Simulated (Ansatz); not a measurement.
# Σ9 (221) boundary in fcc Pt with Ru (substitutional): structure and resistance, part 2 of 2

How much does the Σ9 (221) boundary in fcc Pt with Ru (substitutional) reflect electrons?

Ansatz 0.2.0; Ansatz plane-wave DFT, PBE, PAW files; relaxation of a bicrystal slab with its lowest layers held; PAW set soft_1 (the session's first sound run).

So far: Set-up; Relaxing the bicrystal.

### 2. Relaxing the bicrystal (continued)

Relaxation path:

| step | energy less that of the first step (eV) | largest force component (eV/Å) |
| --- | --- | --- |
| 1 | 0.0000 | 1.3892 |
| 2 | -0.8212 | 0.5125 |
| 3 | -0.9334 | 0.1836 |
| 4 | -0.9585 | 0.1688 |
| 5 | -0.9734 | 0.0537 |
| 6 | -0.9851 | 0.0441 |
| 7 | -0.9889 | 0.0370 |
| 8 | -0.9895 | 0.0092 |
| 9 | -0.9895 | 0.0092 |

Forces are held to the 2 operations that the run works with; a distortion that breaks them can't arise in this run.

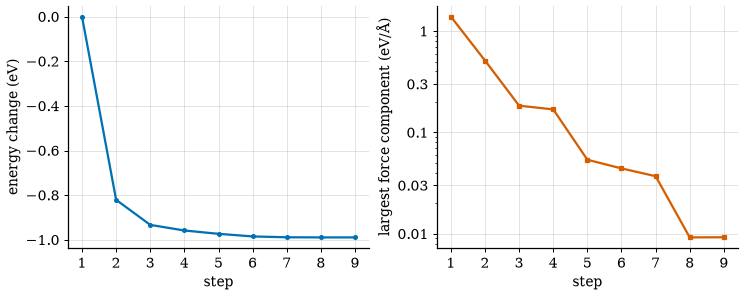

Energy and largest force along the relaxation.

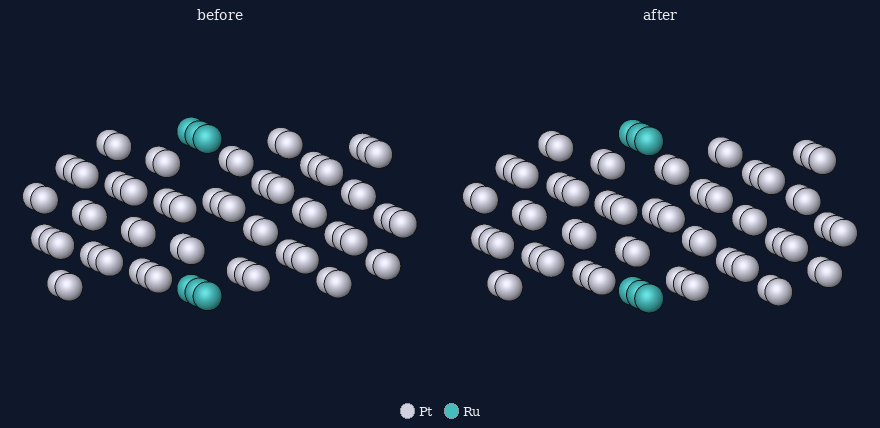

The structure before and after the relaxation, drawn at the same scale.

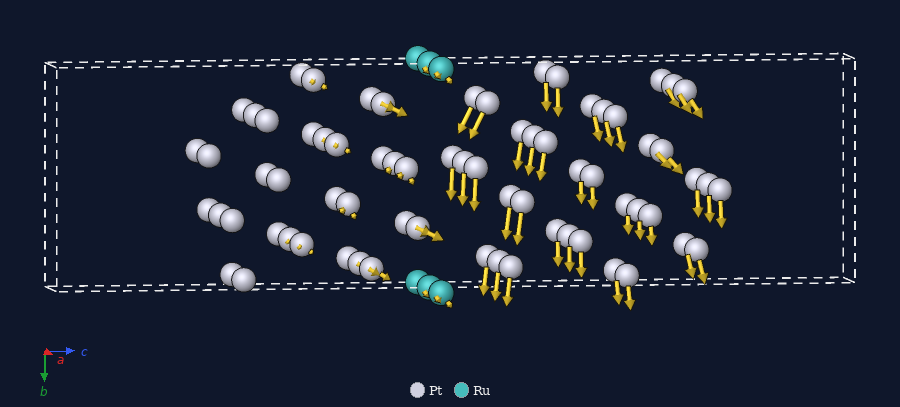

Displacements in the relaxation, exaggerated; the longest in the cell stands for 0.56 Å. 2×1×1 cells are drawn. Some periodic images of atoms are drawn too.

The atoms that moved most (Å):

| atom | dx | dy | dz | length |
| --- | --- | --- | --- | --- |
| Pt18 | 0.000 | 0.556 | -0.072 | 0.561 |
| Pt15 | 0.000 | 0.556 | -0.027 | 0.557 |
| Pt16 | 0.000 | 0.453 | -0.227 | 0.507 |
| Pt20 | 0.000 | 0.501 | 0.012 | 0.502 |
| Pt17 | 0.000 | 0.493 | -0.057 | 0.497 |
| Pt19 | 0.000 | 0.484 | -0.075 | 0.490 |
| Pt29 | 0.000 | 0.475 | 0.022 | 0.476 |
| Pt23 | 0.000 | 0.437 | 0.096 | 0.448 |

Numbers from this step:

```
free energy             : -356565.2560 eV
energy at zero smearing : -356564.4814 eV
Fermi energy            : 12.66 eV
```

The largest force component on a free atom ends at 0.0092 eV/Å, under the tolerance of 0.03, after 9 steps.

### 3. Transmission across the boundary

This step: Ansatz plane-wave DFT, PBE, PAW files; ballistic transport by layer matching (Landauer), zero bias; boundary relaxed in a short slab, bulk layers laid on; PAW set soft_1 (Ansatz 0.2.0).

System of this step: Σ9 (221) boundary in fcc Pt with Ru (substitutional). The cell holds 66 atoms: 65 Pt and 1 Ru. Cell: a = 2.773 Å, b = 8.319 Å, c = 51.151 Å, α = 90.0°, β = 90.0°, γ = 90.0°. It derives from Pt. Regions: lower grain, 27 atoms (27 Pt); boundary, 18 atoms (17 Pt and 1 Ru); upper grain, 21 atoms (21 Pt). Vacuum lies along c.

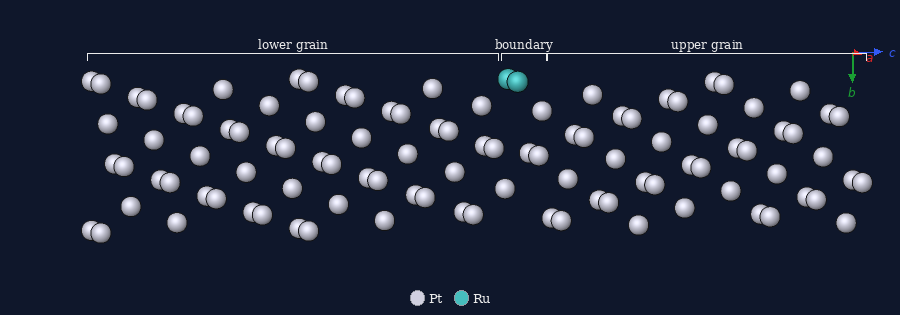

The cell of this step (platinum light grey, ruthenium teal). Some periodic images of atoms are drawn too.

The input, input.yaml:

```yaml
crystal:
  lattice:
    - [2.7731313745, 0.0, 0.0]
    - [0.0, 8.3193941234, 0.0]
    - [0.0, 0.0, 51.1505163907]
  atoms:
    - { symbol: Pt, position: [-17.9999999995, -9.9999999997, 0.078200579] }
    - { symbol: Pt, position: [-17.4999999995, -9.7222222219, 0.0909792053] }
    - { symbol: Pt, position: [-16.9999999995, -9.4444444442, 0.1037578316] }
    - { symbol: Pt, position: [-16.4999999996, -9.1666666664, 0.1165364579] }
    - { symbol: Pt, position: [-15.9999999996, -8.8888888886, 0.1293150842] }
    - { symbol: Pt, position: [-15.4999999996, -8.6111111109, 0.1420937105] }
    - { symbol: Pt, position: [-14.9999999996, -8.3333333331, 0.1548723368] }
    - { symbol: Pt, position: [-14.4999999996, -8.0555555553, 0.167650963] }
    - { symbol: Pt, position: [-13.9999999997, -7.7777777776, 0.1804295893] }
    - { symbol: Pt, position: [-13.4999999997, -7.4999999998, 0.1932082156] }
    - { symbol: Pt, position: [-12.9999999997, -7.222222222, 0.2059868419] }
    - { symbol: Pt, position: [-12.4999999997, -6.9444444442, 0.2187654682] }
    - { symbol: Pt, position: [-11.9999999997, -6.6666666665, 0.2315440945] }
    - { symbol: Pt, position: [-11.4999999997, -6.3888888887, 0.2443227208] }
    - { symbol: Pt, position: [-10.9999999998, -6.1111111109, 0.257101347] }
    - { symbol: Pt, position: [-10.4999999998, -5.8333333332, 0.2698799733] }
    - { symbol: Pt, position: [-9.9999999998, -5.5555555554, 0.2826585996] }
    - { symbol: Pt, position: [-9.4999999998, -5.2777777776, 0.2954372259] }
    - { symbol: Pt, position: [-8.9999999998, -4.9999999998, 0.3082158522] }
    - { symbol: Pt, position: [-8.4999999999, -4.7222222221, 0.3209944785] }
    - { symbol: Pt, position: [-7.9999999999, -4.4444444443, 0.3337731048] }
    - { symbol: Pt, position: [-7.4999999999, -4.1666666665, 0.346551731] }
    - { symbol: Pt, position: [-6.9999999999, -3.8888888888, 0.3593303573] }
    - { symbol: Pt, position: [-6.4999999999, -3.611111111, 0.3721089836] }
    - { symbol: Pt, position: [-5.9999999999, -3.3333333332, 0.3848876099] }
    - { symbol: Pt, position: [-5.5, -3.0555555554, 0.3976662362] }
    - { symbol: Pt, position: [-5.0, -2.7777777777, 0.4104448625] }
    - { symbol: Pt, position: [0.5, 0.5000000001, 0.4232234888] }
    - { symbol: Pt, position: [0.0, 0.7844325072, 0.4373571948] }
    - { symbol: Pt, position: [0.5, 0.063383072, 0.4507792268] }
    - { symbol: Pt, position: [0.0, 0.3401220561, 0.4635069753] }
    - { symbol: Pt, position: [0.5, 0.624673128, 0.475348051] }
    - { symbol: Pt, position: [0.0, 0.9020226143, 0.4907021428] }
    - { symbol: Pt, position: [0.5, 0.1821237663, 0.5051438058] }
    - { symbol: Pt, position: [0.0, 0.4592247405, 0.5137147501] }
    - { symbol: Pt, position: [0.5, 0.7389648918, 0.5310798866] }
    - { symbol: Ru, position: [0.0, 0.0142703438, 0.5398656951] }
    - { symbol: Pt, position: [0.0, 0.5112669051, 0.5632634758] }
    - { symbol: Pt, position: [0.5, 0.2211679885, 0.5721342654] }
    - { symbol: Pt, position: [0.0, 0.9482026769, 0.5882385977] }
    - { symbol: Pt, position: [0.5, 0.6779333133, 0.6007076825] }
    - { symbol: Pt, position: [0.0, 0.3915259041, 0.6134294539] }
    - { symbol: Pt, position: [0.5, 0.1158254772, 0.6279066283] }
    - { symbol: Pt, position: [0.0, 0.8310407048, 0.6406709306] }
    - { symbol: Pt, position: [0.5, 0.5475436385, 0.653448269] }
    - { symbol: Pt, position: [-5.0, -2.7302341392, 0.6662268952] }
    - { symbol: Pt, position: [-5.5, -3.008011917, 0.6790055215] }
    - { symbol: Pt, position: [-5.9999999999, -3.2857896948, 0.6917841478] }
    - { symbol: Pt, position: [-6.4999999999, -3.5635674725, 0.7045627741] }
    - { symbol: Pt, position: [-6.9999999999, -3.8413452503, 0.7173414004] }
    - { symbol: Pt, position: [-7.4999999999, -4.1191230281, 0.7301200267] }
    - { symbol: Pt, position: [-7.9999999999, -4.3969008059, 0.742898653] }
    - { symbol: Pt, position: [-8.4999999999, -4.6746785836, 0.7556772792] }
    - { symbol: Pt, position: [-8.9999999998, -4.9524563614, 0.7684559055] }
    - { symbol: Pt, position: [-9.4999999998, -5.2302341392, 0.7812345318] }
    - { symbol: Pt, position: [-9.9999999998, -5.5080119169, 0.7940131581] }
    - { symbol: Pt, position: [-10.4999999998, -5.7857896947, 0.8067917844] }
    - { symbol: Pt, position: [-10.9999999998, -6.0635674725, 0.8195704107] }
    - { symbol: Pt, position: [-11.4999999997, -6.3413452502, 0.832349037] }
    - { symbol: Pt, position: [-11.9999999997, -6.619123028, 0.8451276632] }
    - { symbol: Pt, position: [-12.4999999997, -6.8969008058, 0.8579062895] }
    - { symbol: Pt, position: [-12.9999999997, -7.1746785836, 0.8706849158] }
    - { symbol: Pt, position: [-13.4999999997, -7.4524563613, 0.8834635421] }
    - { symbol: Pt, position: [-13.9999999997, -7.7302341391, 0.8962421684] }
    - { symbol: Pt, position: [-14.4999999996, -8.0080119169, 0.9090207947] }
    - { symbol: Pt, position: [-14.9999999996, -8.2857896946, 0.921799421] }
kpoints:
  mp_grid: { grid: [9, 3, 1] }
hamiltonian:
  xc: pbe
  pseudopotentials: { kind: paw, azcp: { folder: soft_1 } }
scf:
  occupations: { method: fermi_dirac, width: 0.1 }
output:
  transmission:
    leads: [[14, 15], [54, 55]]
    kmesh: [22, 8]
    e_range: [-0.1, 0.1]
    de: 0.05
  write_potential: true
  write_density: true
  volumetric_format: npy
  elf: true
```

The run is started by

```sh
ansatz run input.yaml --threads 4 --pin off --max-ram 15360MiB --backend cpu --events-out ev --progress --plain --runs-dir out
```

Numbers of over 12 decimals in the logs are rounded to 6 here.

The log of the run:

```text
[...]
Crystal: 66 atoms, lattice volume = 1180.082 Å³
Basis set: ecut = 420 eV, 23165 PW (Γ)
Bands: 712, of which v1, the nominal top of the filled ones, is band 593 counted from 1 (592 counted from 0)
Symmetry: 2 space group operations
[...]
k-points: 10 of 27 (time reversal used)
[...]
SCF iter   1: F=—  HF=-820003.002462 eV  |F-HF|=—  |Δ(HF+E_count)|=         —  Δρ=8.18e-2  dr2=1.52e2  ethr=3.10e-3  ⟨swp⟩=6.0  Hψ=24548  notcnv=0  defer=481
[...]
SCF iter  13: F=-819979.931272 eV  HF=-819979.931272 eV  |F-HF|=5.45e-8  |Δ(HF+E_count)|=   1.77e-8  Δρ=1.17e-6  dr2=5.63e-8  ethr=8.43e-12  ⟨swp⟩=12.5  Hψ=27307  notcnv=0
SCF 1 converged in 13 iterations: F = -819979.931272 eV  dr2 = 5.63e-8
[...]
transmission: 432 of 4320 steps passed
transmission: 864 of 4320 steps passed
[...]
transmission: 4320 of 4320 steps passed
WARN: The output density's exchange-correlation potential varies sharply where the density is thin. Do not read a vacuum level from v_tot or v_xc, or from such a field of the output density. On a cell that repeats whose density bears no net charge and no dipole along the vacuum's axis use v_es (v_loc + v_h of the components); under efield.dipole_correction with no amplitude use v_es + v_field, which holds any externa [...]
SCF converged after 13 iterations
Free energy (F): -819979.931272 eV
[...]
Internal energy: -819976.387388 eV  (E = F + TS)
E sigma→0 (E₀):  -819978.159330 eV
Entropy (-TS):   -3.543885 eV (-53.695 meV/atom)
Fermi energy:    18.816707 eV
[...]
--- Band table (eV; the first three rows and the last of 10) ---
  k-point 0: bands = [... 589 lower, 18.4140, 18.4221, 18.4254, 18.4708, 18.4960, 18.5073, 18.5099, 18.5221, ... 115 higher]
  k-point 1: bands = [... 589 lower, 18.5449, 18.5673, 18.5750, 18.6116, 18.6141, 18.6366, 18.6498, 18.6540, ... 115 higher]
  k-point 2: bands = [... 589 lower, 18.5601, 18.5647, 18.5819, 18.5909, 18.5937, 18.5978, 18.6226, 18.6251, ... 115 higher]
  k-point 9: bands = [... 589 lower, 19.1641, 19.1861, 19.1947, 19.2188, 19.2650, 19.2877, 19.3934, 19.4998, ... 115 higher]
--- Transmission ---
  basis      : 203 plane waves across, 72 finite elements along
  points     : 60, standing for a mesh of 22 x 8
  energies   : 5 from -0.100000 to 0.100000 eV about the Fermi level, 0.050000 eV apart; the leads are filled to 0.000000 eV, and channels, transmission and decay are at 0.000000 eV
  crystal 0  : Pt4, at the sites [14, 15], period 2.6145 Å, over 18.30 Å; its Hamiltonian steps by up to 27.6 meV: too much for a lead, lay more layers or, if its atoms are ordered, name the step of that order
    offset         : up to 0.0000 Å between an atom of the period and one for which it stands
    channels       : 6.085227e0 a spin
    conductance    : none, the energies end too early or step too widely for 300 K: set another output.transmission.e_range or a lower de, or, where they end at an eighth of basis.ecutwfc, a higher one
[...]
channels       : 6.085227e0 a spin
[...]
junction   : crystal 0 to crystal 1, 12.82 to 38.33 Å
    transmission   : 2.159649e0 a spin
[...]
```

The job ended after 28 min (4 threads of Arm Neoverse V1, shared host; peak memory 9.8 GiB; 1.8 h of CPU time).

This step gave:

```yaml
free_energy: -819979.9313 eV
energy_at_zero_smearing: -819978.1593 eV
fermi_energy: 18.82 eV
cell_area: 23.07 Å²
transmission_per_spin_nearest_the_fermi_level: 2.160
open_channels_per_spin_nearest_the_fermi_level: 6.085
open_channels_per_spin_upper_lead: 6.085
step_of_the_lead_s_potential: 27.6 meV
step_of_the_upper_lead_s_potential: 26.7 meV
```

Per spin. The transmission, zone mean by energy, zero at the Fermi level:

| energy (eV) | transmission, zone mean |
| --- | --- |
| -0.1000 | 2.37 |
| -0.0500 | 2.29 |
| 0.0000 | 2.16 |
| 0.0500 | 2.02 |
| 0.1000 | 1.89 |

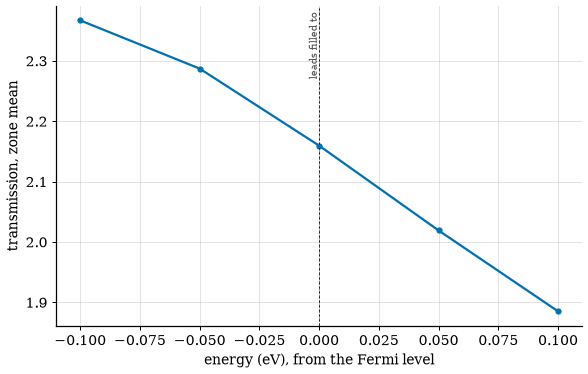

Transmission, zone mean, plotted against energy.

Per spin. The open channels, zone mean by energy, zero at the Fermi level:

| energy (eV) | lead | upper lead |
| --- | --- | --- |
| -0.1000 | 6.93 | 6.91 |
| -0.0500 | 6.56 | 6.56 |
| 0.0000 | 6.09 | 6.09 |
| 0.0500 | 5.44 | 5.46 |
| 0.1000 | 4.96 | 4.94 |

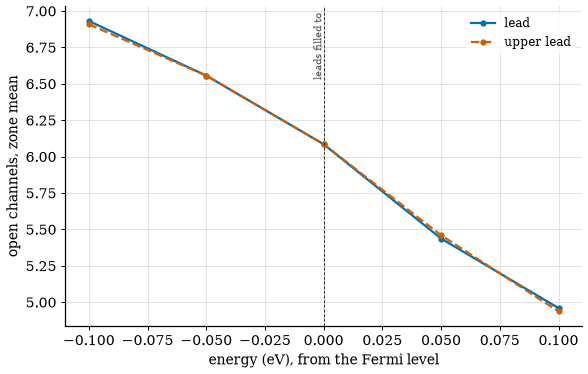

Open channels, zone mean, plotted against energy.

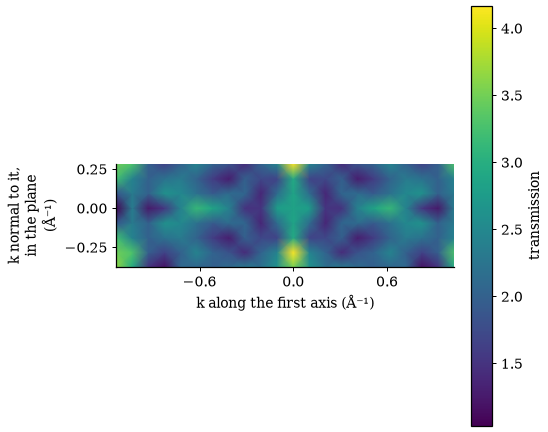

Transmission over k1 and k2. At 0.0000 eV from the Fermi level.

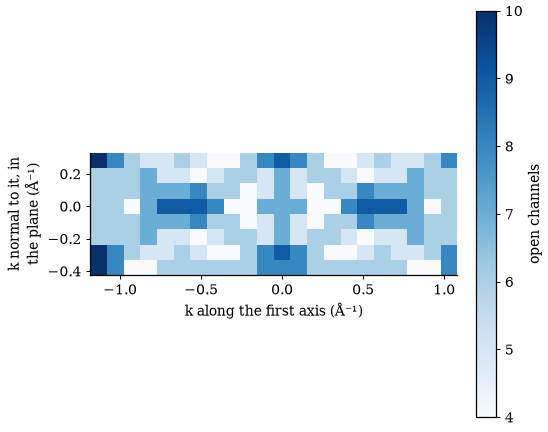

Open channels over k1 and k2. At 0.0000 eV from the Fermi level.

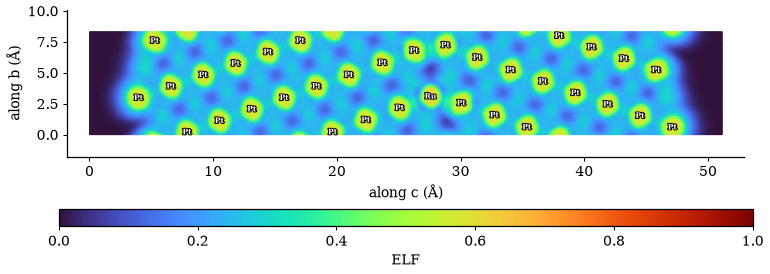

ELF in the cb plane at fractional x = 0.000, with atoms of Pt and Ru within 0.2 Å of it. It is the smooth field of the valence electrons, not physical close to the nuclei. The map starts off the cell's origin, so that atoms lie inside it.

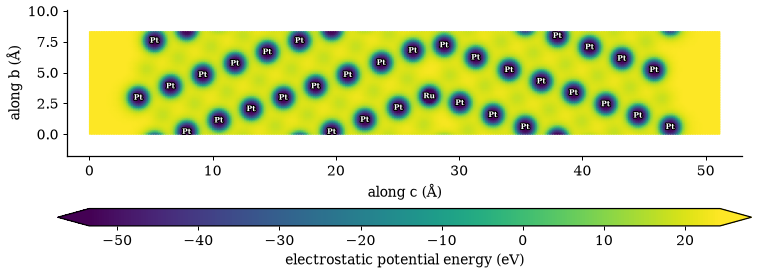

Electrostatic potential energy in the cb plane at fractional x = 0.000, with atoms of Pt and Ru within 0.2 Å of it. With pseudopotentials it is smooth inside the atoms' cores, unlike the true potential. The map starts off the cell's origin, so that atoms lie inside it.

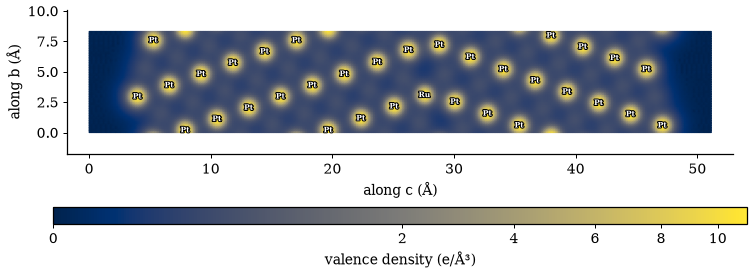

Valence density in the cb plane at fractional x = 0.000, with atoms of Pt and Ru within 0.2 Å of it. It is the smooth field of the valence electrons, not physical close to the nuclei. The map starts off the cell's origin, so that atoms lie inside it. The colour scale is stretched toward low values.

Over the solved energies the transmission per spin lies between 1.89 and 2.37, out of 5.99 channels of the lead on average (up to 6.93). The log calls the step of a lead's potential too much.

### 4. Specific resistance

This step: Ansatz plane-wave DFT, PBE, PAW files; ballistic transport by layer matching (Landauer), zero bias; specific resistance of the boundary; PAW set soft_1 (Ansatz 0.2.0).

This step gave:

* area resistance: 0.8921 fΩ m²
* T over the leads' mean channel count: 0.3578

Averaged over the energies near the Fermi level, 35.8 % of the channels pass, which makes 0.892 fΩ m².

By hand, with T and the leads' channels N averaged over the energies near the Fermi level: RA = A (h/2e²)(1/T − ½[1/N₁ + 1/N₂]) = 23.07×10⁻²⁰ m² × 12 906 Ω × (1/2.144 − ½[1/5.994 + 1/5.990]) = 0.892 fΩ m².

### 5. Outcome

| Quantity | Value |
| --- | --- |
| specific resistance of the boundary | 0.892 fΩ m² |
| share of channels that pass | 0.358 |

What this shows: The boundary has a specific resistance of 0.89 fΩ m². The boundary reflects 64 % of the channels; 0.89 fΩ m² is 8.9×10⁻¹² Ω·cm². That equals the resistance of 8.3 nm of bulk Pt at 300 K (measured 10.8 µΩ cm, CRC Handbook of Chemistry and Physics, 84th ed., 2003, Electrical Resistivity of Pure Metals). One Ru in 23.1 Å² of boundary is a high coverage. In the relaxation the upper grain slid sideways by about 0.4 Å, so the result belongs to the position that it found, not to the starting one. Each plane of this narrow cell holds one atom, so the solute fills a whole plane. One starting structure was relaxed; another shift or atom count at the boundary may lie lower. Spin-orbit coupling is left out, which matters for Pt. A lead's potential steps by up to 28 meV from period to period, which the log calls too much, so longer leads could move the result.

[Logs are printed without paths, hosts, clocks, repeated set-up lines and the standing remarks that a program may print on its own settings, such as how far it seeks lower states.]

[Hosts, paths, dates, database ids (printed as entryN), source tags and the programs' standing remarks are cut or masked in the printed files.]
